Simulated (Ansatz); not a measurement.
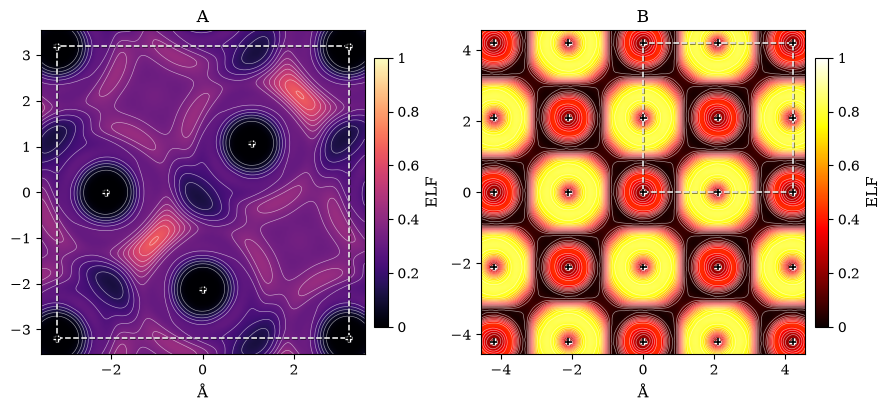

The electron localisation function of 2 systems, each on a plane through atoms (crosses mark nuclei in the plane).

Method: Ansatz, DFT r2SCAN, scalar-relativistic, plane waves, PAW.

System 1: MgO, the (001) plane of the conventional cell. Space group Fm-3m.

```cif
data_structure
_symmetry_space_group_name_H-M 'P 1'
_symmetry_Int_Tables_number 1
_cell_length_a 4.2042
_cell_length_b 4.2042
_cell_length_c 4.2042
_cell_angle_alpha 90.000
_cell_angle_beta 90.000
_cell_angle_gamma 90.000
_cell_volume 74.31
loop_
_atom_site_label
_atom_site_type_symbol
_atom_site_fract_x
_atom_site_fract_y
_atom_site_fract_z
_atom_site_occupancy
Mg1 Mg 0.00000 0.00000 0.00000 1
Mg2 Mg 0.50000 0.50000 0.00000 1
Mg3 Mg 0.50000 0.00000 0.50000 1
Mg4 Mg 0.00000 0.50000 0.50000 1
O1 O 0.50000 0.00000 0.00000 1
O2 O 0.00000 0.50000 0.00000 1
O3 O 0.00000 0.00000 0.50000 1
O4 O 0.50000 0.50000 0.50000 1
```

System 2: CoSn2, the (001) plane of the conventional cell. Space group I4/mcm; computed pressure about −3 GPa in this cell; the program warned that a lower state may break the symmetry and a starting moment wasn't kept; spin-polarised, but the moments vanished.

```
CELL_PARAMETERS angstrom
6.38054 0.00000 0.00000
0.00000 6.38054 0.00000
0.00000 0.00000 5.48216
ATOMIC_POSITIONS crystal
Co 0.00000 0.00000 0.25000
Co 0.50000 0.50000 0.75000
Co 0.00000 0.00000 0.75000
Co 0.50000 0.50000 0.25000
Sn 0.16616 0.66616 0.00000
Sn 0.66616 0.16616 0.50000
Sn 0.33384 0.16616 0.00000
Sn 0.83384 0.66616 0.50000
Sn 0.83384 0.33384 0.00000
Sn 0.33384 0.83384 0.50000
Sn 0.16616 0.33384 0.50000
Sn 0.66616 0.83384 0.00000
```

Q: Which map belongs to which system?

A: Panel A is system 2, CoSn2: the plane holds Sn. Sn–Sn (3.00 Å): the ELF peaks at about 0.65 between the atoms. Panel B is system 1, MgO: the plane holds Mg and O. Mg–O (2.10 Å): the ELF peaks at about 0.85 in the valence shell of O, 0.6 Å from its nucleus, and is about 0.35 at the midpoint: a largely ionic contact.
